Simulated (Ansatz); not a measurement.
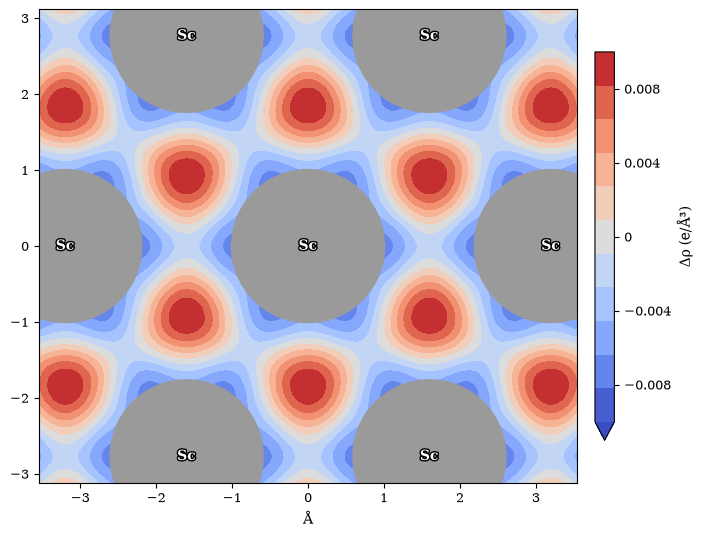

Sc. Deformation density (self-consistent density less superposed neutral spherical atoms): a map on the (111) plane of the conventional cell, with grey discs over the atomic cores. Cores are masked to 1.0 Å (Sc).

Space group Fm-3m. This isn't the usual form at ambient conditions.

These are results of DFT LDA, scalar-relativistic, plane waves, PAW (Ansatz), not measurements.

In a PAW calculation such maps are meaningful between the atoms, not at the nuclei.

**Describe the bonding charge.**

Sc–Sc (3.20 Å): Δρ is about zero at the midpoint.
Over the whole cell, outside the masked cores, the largest gain, 0.02 e/Å³, lies 2.3 Å from a scandium nucleus, and the largest loss lies at the edge of the masked core of Sc.
In all about 0.09 e an atom is rearranged against the free atoms.

Cost of the run: 6.5 s on 1 thread of Arm Neoverse V1 (shared host), peak memory 0.3 GiB.
